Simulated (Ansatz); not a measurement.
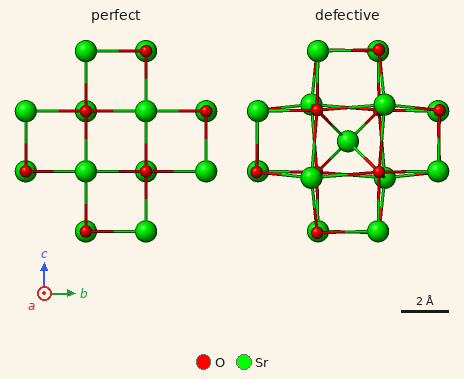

Left: perfect SrO. Right: the same region with one point defect, after relaxing the atoms in a supercell of 64 sites. A ball-and-stick model of the atoms within 4.6 Å of one point, in a slice 4.2 Å thick across the line of sight, seen along the a axis.

Method: DFT, PBEsol, PAW, plane waves in Ansatz. Settings: plane-wave cutoff 420 eV; k-point mesh 1 × 1 × 1; mesh shifted by (0.25, 0.25, 0.25); collinear spin. Fermi-Dirac smearing of 0.01 eV. The axes drawn are those of the host's conventional cell.

### Which defect is it?

An extra strontium atom is put between the host's atoms (an interstitial).

The charge state of the cell is 0.

### What does the relaxation do around it?

The Sr atom starts with 4 Sr at 2.22 Å, 4 O at 2.22 Å around its place and ends with 4 O at 2.29 Å, 4 Sr at 2.70 to 2.71 Å. Of the host's atoms, a strontium atom moves furthest from its site, by 0.49 Å. The cell's net moment is 2.00 μB.
